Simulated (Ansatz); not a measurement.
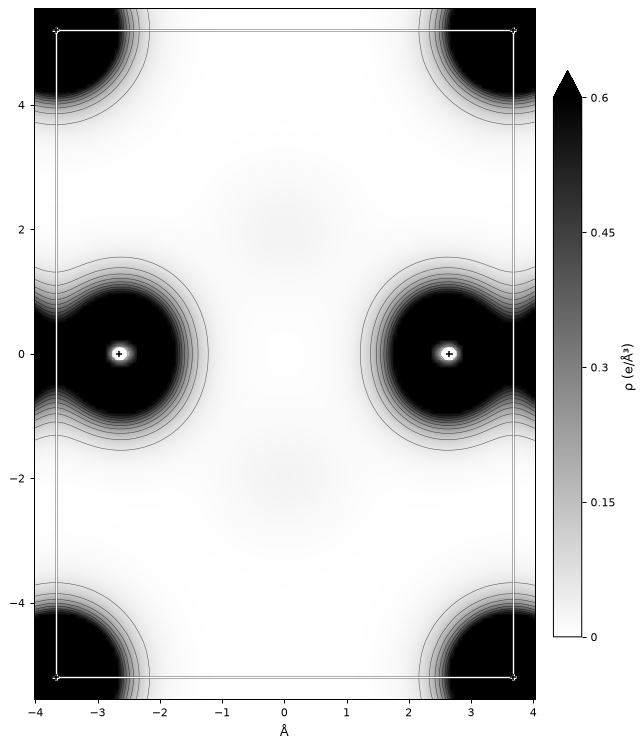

The valence electron density on a plane through atoms (crosses mark nuclei in the plane).

Level of theory: DFT PBE, scalar-relativistic, plane waves, PAW in Ansatz.

Candidates:
A. AgCl6, a = 7.35 Å, b = 7.35 Å, c = 7.35 Å, α = 90.00°, β = 90.00°, γ = 90.00°. Space group Pm-3m; a structure generated by program, which may or may not match a known phase; spin-polarised.
B. Ta, a = 2.60 Å, b = 2.60 Å, c = 23.80 Å, α = 90.00°, β = 90.00°, γ = 90.00°. A structure generated by program, which may or may not match a known phase; computed without spin polarisation.
C. B, a = 3.23 Å, b = 3.23 Å, c = 6.65 Å, α = 90.00°, β = 90.00°, γ = 120.00°. Space group P6₂22; a structure generated by program, which may or may not match a known phase; computed without spin polarisation.

Which system is this?

Answer. Candidate A: AgCl6 on the (101̄) plane of the conventional cell, which holds Ag and Cl.
